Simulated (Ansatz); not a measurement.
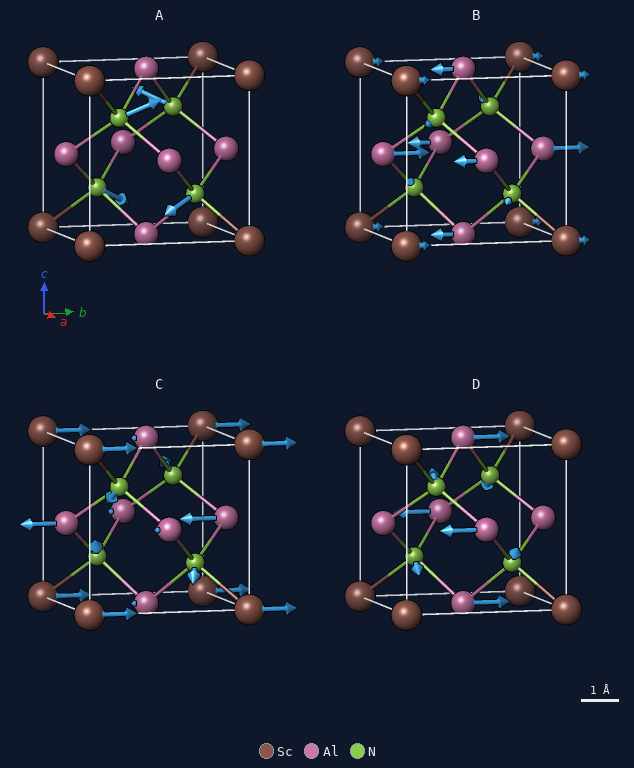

Four optical modes of a crystal of ScAl₃N₄ (a generated structure) at the zone centre, in no order (one member of each degenerate set). Displacements are drawn as blue arrows; their common scale and sign are arbitrary. Style: ball-and-stick. Shown: the cell of the calculation, slightly off an axis.

The calculation used DFT PBE, scalar-relativistic, plane waves, PAW in Ansatz. Set-up: plane-wave cutoff 420 eV; k-point mesh 6 × 6 × 6; occupations fixed; no spin polarisation.

Frequencies are those without the non-analytic (LO–TO) term.

Question: Order them from the lowest to the highest frequency (imaginary ones first).

Answer: C (268 cm⁻¹), D (329 cm⁻¹), B (500 cm⁻¹), A (644 cm⁻¹). C, T₂: It mainly bends the N–Sc, Al–N bonds; the kinetic energy is shared as Sc 49 %, Al 32 %, N 19 %. D, T₁: The Sc atoms stay at rest; atoms of one kind move against one another, with no net shift of any sublattice; it mainly bends the N–Sc, Al–N bonds; the kinetic energy is shared as Al 82 %, N 18 %. B, T₂: The kinetic energy is shared as Al 85 %, Sc 9 %, N 6 %. A, E: The Sc and Al atoms stay at rest; atoms of one kind move against one another, with no net shift of their sublattice; it stretches the shortest Al–N bonds (1.93 Å).
